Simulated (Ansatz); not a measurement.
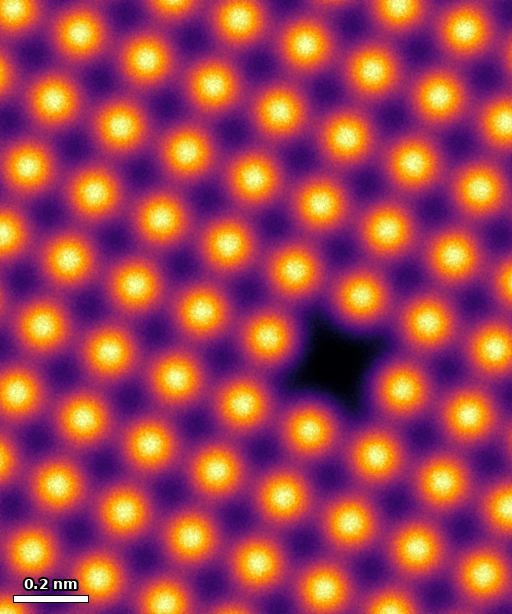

Z-contrast image of Ti (Fd-3m, No. 227) along [001]. Simulation: incoherent imaging, intensity Z^1.7 per atom, probe width 1.28 Å, thin sample. The probe carries 25 % of its weight in a tail 2.5 times as wide. Shot noise was added.

The sample is 1 repeat (5.5 Å) thick. One point defect was put into the perfect crystal, without relaxing the atoms around it. Brightness is counted from the darkest point of the image. Host structure: the geometry relaxed with Ansatz, DFT, PBEsol, plane waves (420 eV) with PAW, scalar-relativistic; the starting structure was generated, so it need not be a known form of this composition.

### Where is the defect (in Å from the left and the top edge), and what does its contrast suggest?

At about 9 Å from the left and 10 Å from the top. The column has all but vanished there, which points to a vacancy or a much lighter atom. The column holds 1 atom (Ti) through the sample, and one Ti atom is missing, so its peak vanishes.
